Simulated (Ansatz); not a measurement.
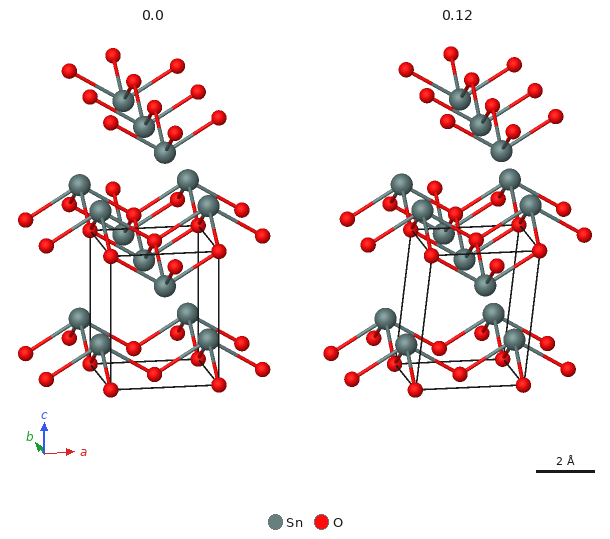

Crystalline SnO (set up in P4/nmm), under shear of c along a (cell held, atoms relaxed), with energies (extrapolated to zero smearing) counted from the relaxed crystal, which is the row at zero. The picture shows the first and the last member. The picture is a ball-and-stick view of the cell of the calculation, repeated 1 × 2 × 2 with one cell outlined, seen slightly off an axis.

Computed with Ansatz 0.2.0: DFT PBEsol, scalar-relativistic, plane waves, PAW. Set-up: plane-wave cutoff 420 eV; k-point mesh 14 × 14 × 12; occupations gaussian; smearing width 0.1 eV; no spin polarisation; atoms relaxed in a fixed cell; force threshold 0.008 eV/Å.

```
strain  energy (meV/atom)  a (Å)  c (Å)
   0.0               0.00  3.805  4.753
  0.02               0.63  3.805  4.754
  0.04                  ?      ?      ?
  0.06               5.57  3.805  4.762
  0.08               9.83  3.805  4.769
  0.12              21.84  3.805  4.788
```

### Estimate the missing row from the others, and compare with the calculation.

A parabola through three neighbouring rows (0.0, 0.02, 0.06) gives, with Lagrange weights, (−0.3333)(0.00) + (1.0000)(0.63) + (0.3333)(5.57) = 2.49 meV/atom. The calculation gives 2.49 meV/atom (a = 3.805 Å, c = 4.757 Å). The estimate is right to the digits shown. From the first member to the last: O–Sn 2.224 → 2.211 Å.

The whole series:

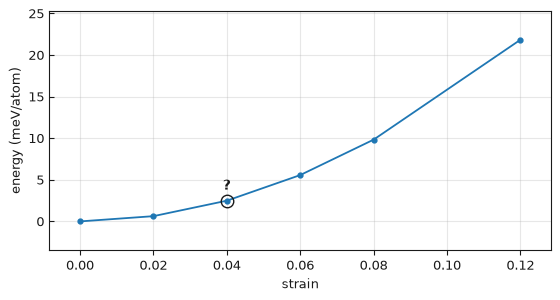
